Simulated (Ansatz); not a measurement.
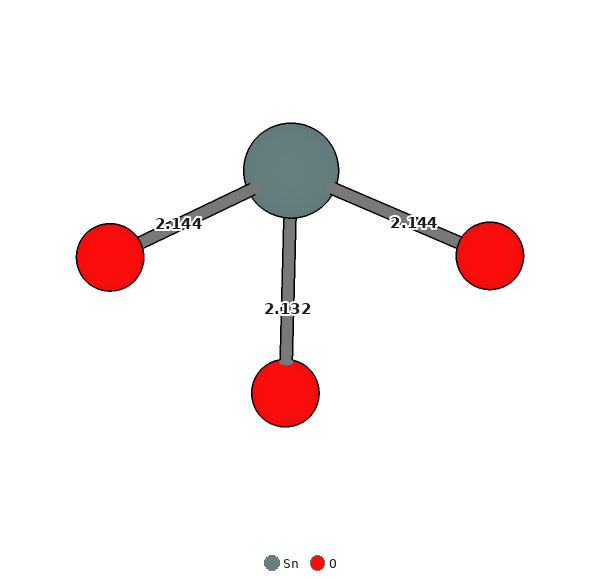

The surroundings of site Sn1 (at 0.000, 0.234, 0.526) in SnO in space group Pmn2_1, with bond lengths in Å.

Origin of the cell: coordinates from a relaxation with DFT PBEsol, scalar-relativistic, plane waves, PAW (Ansatz 0.2.0).

```
CELL_PARAMETERS angstrom
3.31561 0.00000 0.00000
0.00000 5.70499 0.00000
0.00000 0.00000 3.89416
ATOMIC_POSITIONS crystal
Sn 0.00000 0.23379 0.52617
Sn 0.50000 0.76621 0.02617
O 0.00000 0.88536 0.72383
O 0.50000 0.11464 0.22383
```

Bond valence s = exp((R0 − d)/b), R0 fitted to published crystal structures with b = 0.37 Å, summed over all anions within 5 Å; R0 in Å: Sn2+–O 1.962; Sn4+–O 1.887.

Which oxidation state of Sn do these bonds support?

With the Sn2+ parameters the computed sum is 1 × 0.632 + 2 × 0.611 = 1.85. With the Sn4+ parameters the computed sum is 1 × 0.516 + 2 × 0.499 = 1.51. The sum matches its own assumption best for Sn2+, which also balances the formula's charge.

And over the whole structure?

| site | x, y, z | formal valence | bond-valence sum | difference |
| --- | --- | --- | --- | --- |
| Sn1 | 0.000, 0.234, 0.526 | +2 | 1.94 | -0.06 |
| O1 | 0.000, 0.885, 0.724 | −2 | 1.94 | -0.06 |

These sums include all anions within 5 Å. The global instability index (root mean square of the differences over all atoms) is 0.06 v.u.: little strain.
